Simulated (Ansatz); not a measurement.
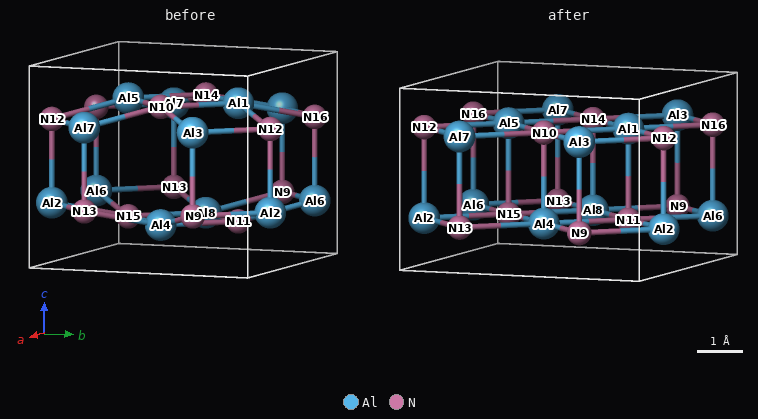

The structure of a crystal of AlN (a generated structure, set up in P4_2/nmc) (coarse preliminary run) before (left) and after (right) a relaxation, at one scale.

A ball-and-stick model of the cell of the calculation, seen slightly off an axis.

The calculation used DFT PBE, scalar-relativistic, plane waves, PAW (Ansatz 0.2.0).

The input:
```yaml
crystal:
  lattice:
    - [5.24702129, 0.0, 0.0]
    - [0.0, 5.24702129, 0.0]
    - [0.0, 0.0, 4.51562946]
  atoms:
    - { symbol: Al, position: [0.5, 0.7519741, 0.79270727] }
    - { symbol: Al, position: [0.7480259, 0.0, 0.29270727] }
    - { symbol: Al, position: [0.0, 0.7480259, 0.70729273] }
    - { symbol: Al, position: [0.7519741, 0.5, 0.20729273] }
    - { symbol: Al, position: [0.5, 0.2480259, 0.79270727] }
    - { symbol: Al, position: [0.2519741, 0.0, 0.29270727] }
    - { symbol: Al, position: [0.0, 0.2519741, 0.70729273] }
    - { symbol: Al, position: [0.2480259, 0.5, 0.20729273] }
    - { symbol: "N", position: [0.0, 0.7480259, 0.29270727] }
    - { symbol: "N", position: [0.7519741, 0.5, 0.79270727] }
    - { symbol: "N", position: [0.5, 0.7519741, 0.20729273] }
    - { symbol: "N", position: [0.7480259, 0.0, 0.70729273] }
    - { symbol: "N", position: [0.0, 0.2519741, 0.29270727] }
    - { symbol: "N", position: [0.2480259, 0.5, 0.79270727] }
    - { symbol: "N", position: [0.5, 0.2480259, 0.20729273] }
    - { symbol: "N", position: [0.2519741, 0.0, 0.70729273] }
basis:
  ecutwfc: 420
kpoints:
  mp_grid: { grid: [4, 4, 4] }
hamiltonian:
  xc: pbe
scf:
  occupations: { method: gaussian, width: 0.1 }
  lower_state_search: "off"
output:
  forces: true
  stress: true
  eigenvalues: true
relax:
  adjacent_minimum: "off"
  f_tol: 0.04
  max_steps: 70
  cell: { stress_tol: 0.4 }
```

Launched with:
```bash
ansatz run input.yaml --threads 1 --pin off --max-ram 2560MiB --backend cpu --events-out ev --progress --plain --runs-dir out
```

Q: Describe what moved and what it gained.

A: The largest moves relative to the cell, 0.17 Å, are those of 16 atoms (Al1, Al2, Al3, Al4 and others). Al8 goes along +c. By element the largest moves are Al 0.17 Å, N 0.17 Å. Cell: a = b 5.247 → 5.753 Å (+9.7 %), c 4.516 → 4.071 Å (−9.8 %). Volume +8.4 %. Near-neighbour distances that change, for instance: Al1–N11 2.644 → 2.036 Å, Al1–N10 1.870 → 2.034 Å, Al1–N11 (another image) 1.872 → 2.035 Å, Al1–N12 1.880 → 2.034 Å. New bonds form: Al1–N11 (2.64 → 2.04 Å), Al2–N12 (2.64 → 2.04 Å), Al3–N9 (2.64 → 2.04 Å), Al4–N10 (2.64 → 2.04 Å). Among the angles between lasting bonds that change: N9–Al3–N10 101.8° → 90.0°, Al1–N12–Al2 101.8° → 90.0°, N10–Al3–N16 168.2° → 180.0°. The space group (tolerance 0.01 Å) goes from P4_2/nmc (No. 137) to Fm-3m (No. 225). After 7 accepted moves (9 points after the start) the energy has fallen by 322 meV per atom. The largest force component goes from 1.6 to 0.0066 eV/Å. Pressure: 54.03 GPa at the start and 0.22 GPa at the end. At 2 points the geometry stayed and the basis and grid were re-selected for the new cell (energy shift of 12.4 meV per atom at most each time).
